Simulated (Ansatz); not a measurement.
A series of calculations on C

### Relaxation

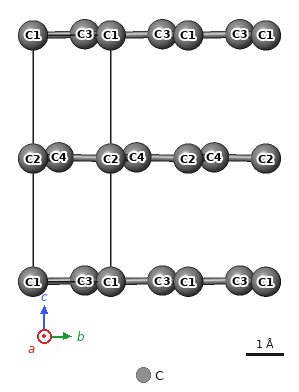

Crystalline C (set up in P6_3mc), before the relaxation. Style: ball-and-stick. Shown: the cell of the calculation, repeated 1 × 3 × 1 with one cell outlined, along the a axis.

These are results of DFT PBE+D3(BJ), scalar-relativistic, plane waves, PAW (Ansatz 0.2.0), not measurements.

The input:
```yaml
crystal:
  lattice:
    - [2.4699988104, 0.0, 0.0]
    - [-1.2349994052, 2.1390817171, 0.0]
    - [0.0, 0.0, 6.79]
  atoms:
    - { symbol: C, position: [0.0, 0.0, 0.0] }
    - { symbol: C, position: [0.0, 0.0, 0.5] }
    - { symbol: C, position: [0.3333333333, 0.6666666667, 0.005] }
    - { symbol: C, position: [0.6666666667, 0.3333333333, 0.505] }
basis:
  ecutwfc: 420
kpoints:
  mp_grid: { grid: [18, 18, 6] }
hamiltonian:
  xc: pbe
  dispersion: d3bj
scf:
  occupations: { method: gaussian, width: 0.1 }
output:
  forces: true
  stress: true
  eigenvalues: true
  write_density: true
  write_potential: true
  elf: true
  volumetric_format: npy
relax:
  adjacent_minimum: "off"
  f_tol: 0.005
  max_steps: 80
  cell: { stress_tol: 0.05 }
```

Command:
```bash
ansatz run input.yaml --threads 2 --pin off --max-ram 5120MiB --backend cpu --events-out ev --progress --plain --runs-dir out
```

Where does the relaxation end?

The largest moves relative to the cell, 0.017 Å, are those of C1, C2, C3 and C4. C4 goes along −c. The volume changes by −1.2 %, with a = b 2.470 → 2.465 Å (−0.2 %), c 6.790 → 6.738 Å (−0.8 %). The space group (tolerance 0.01 Å) goes from P6_3mc (No. 186) to P6_3/mmc (No. 194). Over 4 accepted moves (6 points after the start) the energy falls by 5.2 meV per atom. Largest force component: 0.57 eV/Å at the start, under 0.0001 eV/Å at the end. The pressure goes from −1.87 to 0.00 GPa. At 2 points the geometry stayed and the basis and grid were re-selected for the new cell (energy shift of 0.3 meV per atom at most each time). Cost: 28 s on 2 threads of Arm Neoverse V1 (shared host), peak memory 0.37 GiB.

### Scan

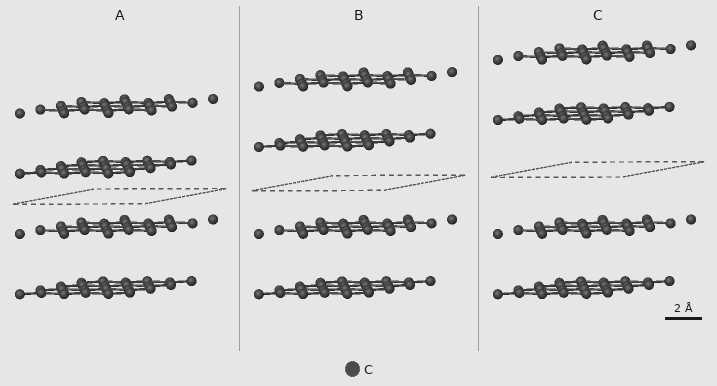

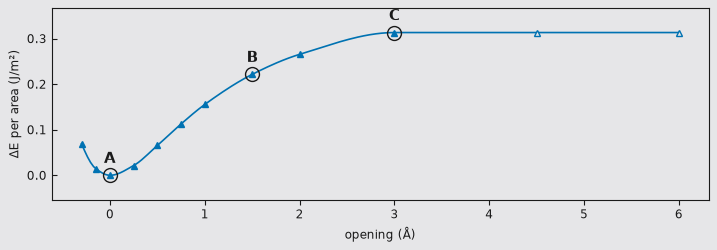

Energy scan for a crystal of C (P6_3/mmc), in which the crystal is pulled apart rigidly along the normal of the (0 0 1) plane of the conventional cell, at a cut between a plane of C below and one of C above, 3.37 Å apart. One cut stands in each cell, which starts 13.5 Å high; nothing is relaxed, and the dashed outline marks the cut. The lettered frames are marked on the plot. Hollow markers are points alike by symmetry, not computed again. Style: ball-and-stick. Shown: the layers on both sides of the cut, from the side, nearly along the cut plane.

Computed with DFT PBE+D3(BJ), scalar-relativistic, plane waves, PAW in Ansatz 0.2.0. Settings: plane-wave cutoff 420 eV; k-point mesh 22 × 22 × 4; occupations gaussian; smearing width 0.15 eV; no spin polarisation. Energies (free energies at the smearing named) are counted from the relaxed crystal.

> What does the scan show?

At the widest opening, 6.00 Å, the energy has risen by 0.313 J/m², where the curve has levelled off: this is the ideal work of separation, the sum of the two unrelaxed surface energies of a slab 13.5 Å thick. The steepest rise lies between 0.50 Å and 0.75 Å, with a mean traction of about 1.9 GPa. Pressing the cut together by 0.30 Å costs 0.070 J/m².

The computed points:

| opening (Å) | ΔE per area (J/m²) |
| --- | --- |
| −0.30 | 0.070 |
| −0.15 | 0.015 |
| 0.00 | 0.000 |
| 0.25 | 0.022 |
| 0.50 | 0.066 |
| 0.75 | 0.113 |
| 1.00 | 0.156 |
| 1.50 | 0.222 |
| 2.00 | 0.266 |
| 3.00 | 0.313 |
| 4.50 | 0.313 |
| 6.00 | 0.313 |

Points that are alike by symmetry were computed once.

### Scan

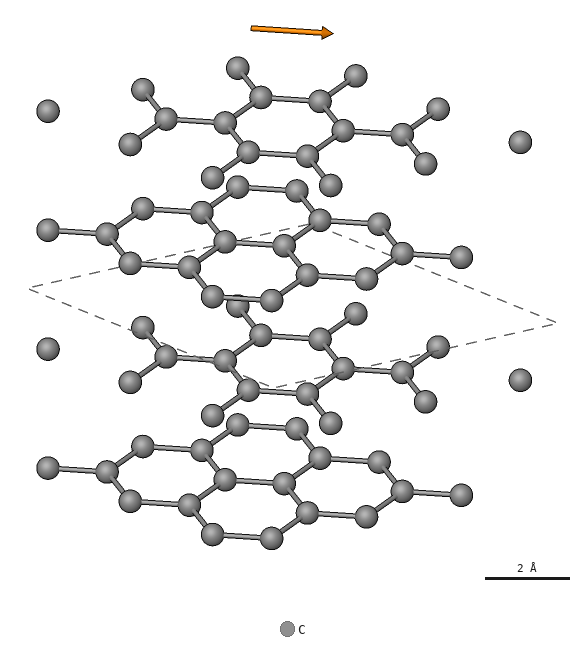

A scan of a crystal of C (P6_3/mmc): the crystal above a cut along the (0 0 1) plane of the conventional cell (between a plane of C below and one of C above, 3.37 Å apart) is slid rigidly by fractions of an in-plane lattice vector 4.27 Å long (a generalised stacking fault). One cut stands in each cell, which starts 13.5 Å high; nothing is relaxed, and the dashed outline marks the cut, the arrow on top the direction of slip. The picture shows the perfect crystal around the cut (dashed). A ball-and-stick model of the layers on both sides of the cut, seen obliquely from above.

Level of theory: DFT PBE+D3(BJ), scalar-relativistic, plane waves, PAW (Ansatz 0.2.0). Set-up: plane-wave cutoff 420 eV; k-point mesh 22 × 22 × 4; occupations gaussian; smearing width 0.15 eV; no spin polarisation. Energies (free energies at the smearing named) are counted from the relaxed crystal.

Input
```yaml
crystal:
  lattice:
    - [-1.2324898335, -2.1347350114, 0.0]
    - [1.2324898335, -2.1347350114, 0.0]
    - [0.0, 0.0, 13.4768657407]
  atoms:
    - { symbol: C, position: [1.0, 1.0, 0.0012500087] }
    - { symbol: C, position: [1.0, 1.0, 0.5012500087] }
    - { symbol: C, position: [0.0, 0.0, 0.2512500087] }
    - { symbol: C, position: [0.0, 0.0, 0.7512500087] }
    - { symbol: C, position: [0.6666666667, 0.6666666667, 0.0012499913] }
    - { symbol: C, position: [0.6666666667, 0.6666666667, 0.5012499913] }
    - { symbol: C, position: [0.3333333333, 0.3333333333, 0.2512499913] }
    - { symbol: C, position: [0.3333333333, 0.3333333333, 0.7512499913] }
basis:
  ecutwfc: 420
kpoints:
  mp_grid: { grid: [22, 22, 4] }
hamiltonian:
  xc: pbe
  dispersion: d3bj
scf:
  occupations: { method: gaussian, width: 0.15 }
output:
  forces: true
  stress: true
  eigenvalues: true
  write_density: true
  write_potential: true
  elf: true
  volumetric_format: npy
```

Launched with:
```bash
ansatz run input.yaml --threads 2 --pin off --max-ram 5120MiB --backend cpu --events-out ev --progress --plain --runs-dir out
```

**Give the energy at each point (the slip: 0.000, 0.083, 0.167, 0.250, 0.333, 0.417, 0.500, 0.583, 0.667, 0.750, 0.833, 0.917, 1.000).**

```
slip (fraction of the lattice vector)  γ (mJ/m²)
                                0.000        0.0
                                0.083        4.4
                                0.167        8.6
                                0.250        4.8
                                0.333        0.5
                                0.417        8.6
                                0.500       33.7
                                0.583       63.9
                                0.667       77.9
                                0.750       64.0
                                0.833       33.7
                                0.917        8.2
                                1.000        0.0
```

Points that are alike by symmetry were computed once.

The curve starts and ends at zero, since a full lattice vector restores the crystal. Its highest computed point is 77.9 mJ/m² at slip 0.667. The local minimum at 0.333 (0.5 mJ/m²) is a metastable fault on this line; the lower of the two humps that part it from the perfect crystal is 8.6 mJ/m² high. The path isn't symmetric about half-way. Relaxation across the fault would lower the values.

The computed profile (hollow markers are points alike by symmetry):

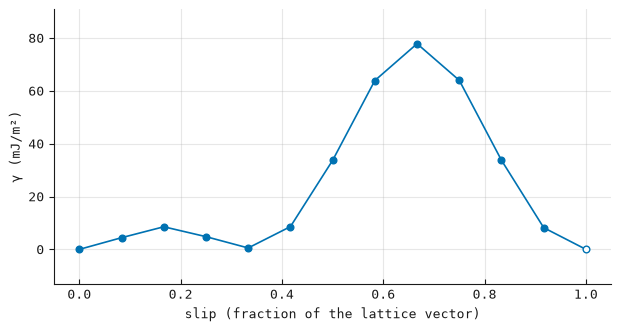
